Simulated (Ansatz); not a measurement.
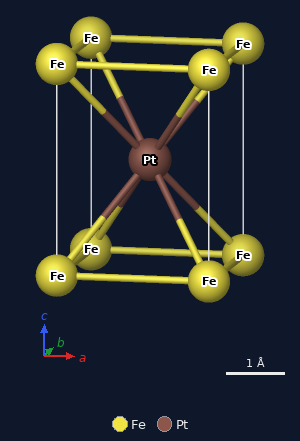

Normal modes of solid FePt (a generated structure), space group P4/mmm (No. 123), at the zone centre. The picture is a ball-and-stick view of the cell of the calculation, seen slightly off an axis.

Computed with DFT PBE, scalar-relativistic, plane waves, PAW (Ansatz 0.2.0). (plane-wave cutoff 420 eV; k-point mesh 20 × 20 × 14; occupations gaussian; smearing width 0.2 eV; collinear spin)

The frequencies depend somewhat on the k-mesh and the smearing.

> Which optical modes does it have, at what frequencies, and is it stable there?

The calculation's cell holds 2 atoms, so there are 3 optical modes, in 2 levels. The optical modes span E_u + A₂u. No level is unstable.

```
level  symmetry  frequency (cm⁻¹)         activity
    1       E_u               157  infrared-active
    2       A₂u               226  infrared-active
```

The crystal is a metal, so free carriers screen the infrared response.

The displacement patterns (one member of each degenerate set):

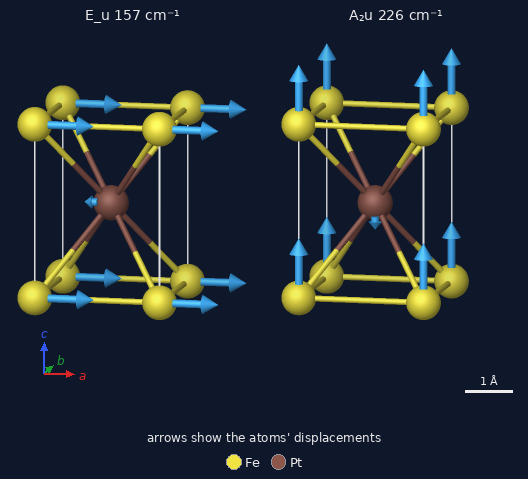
